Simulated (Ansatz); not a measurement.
**N: density, localisation and related maps**

```yaml
crystal:
  lattice:
    - [1.78307, 3.12466, -0.04957]
    - [3.62900, -0.03629, -0.03629]
    - [0.05890, 0.05890, -5.89000]
  atoms:
    - { symbol: N, position: [0.66667, 0.66667, 0.75000] }
    - { symbol: N, position: [0.33333, 0.33333, 0.25000] }
```

Space group P-1; changed on purpose from its base cell (equal xy, yz and zx shear strains of -2 %, PAW files); computed pressure about −7 GPa in this cell.

The calculation used DFT, PBE, PAW with Ansatz's default frozen-core files, scalar-relativistic in Ansatz 0.2.0.

In a PAW calculation such maps are meaningful between the atoms, not at the nuclei.

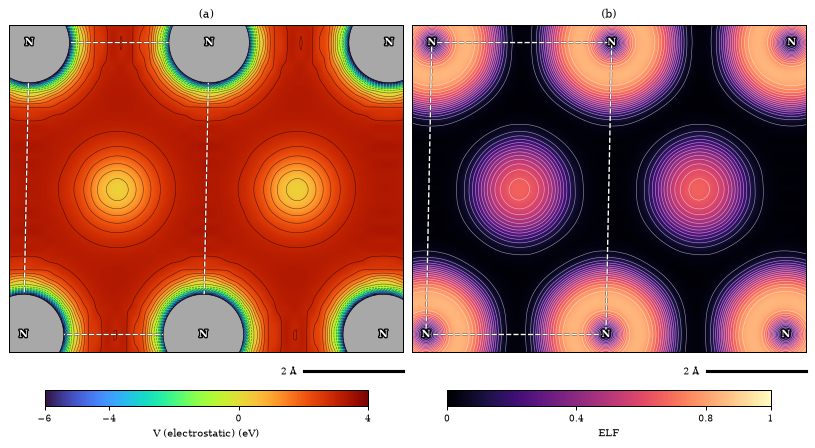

Figure 1. (a) electrostatic potential (local pseudopotential plus Hartree) felt by an electron; (b) ELF on the (100) plane of the conventional cell. Grey discs cover the atomic cores in the potential map.

Interpret the plot.

The plane passes through N nuclei.
N–N (3.63 Å): the ELF is about 0 at the midpoint (no localised pair shows between them).
Outside the cores the potential energy rises away from the atoms and is highest about 2.1 Å from the nearest atoms; its zero is arbitrary.

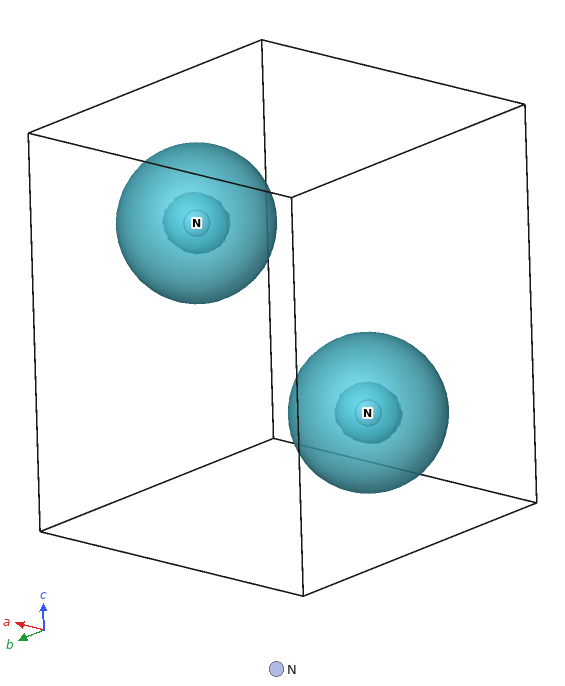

Figure 2. Isosurface of the electron localisation function at 0.7 (cyan), seen at an oblique angle. Only the valence region is drawn (cores and ρ < 0.01 e/Å³ removed).

Identify the bonds, lone pairs and shells in this picture.

At this value the surface marks out two regions wrapped around N (the valence shell of each), counted in one cell of 2 atoms. Any copies at cell faces, edges or corners count once.


N–N (3.56 Å): the ELF is about 0.05 at the midpoint (no shared electron pair shows on this line). N–N (3.60 Å): the ELF is about 0 at the midpoint; no shared electron pair shows on this line.

Does the calculation give a band gap?

It is metallic or semimetallic at this level of theory: no gap opens.
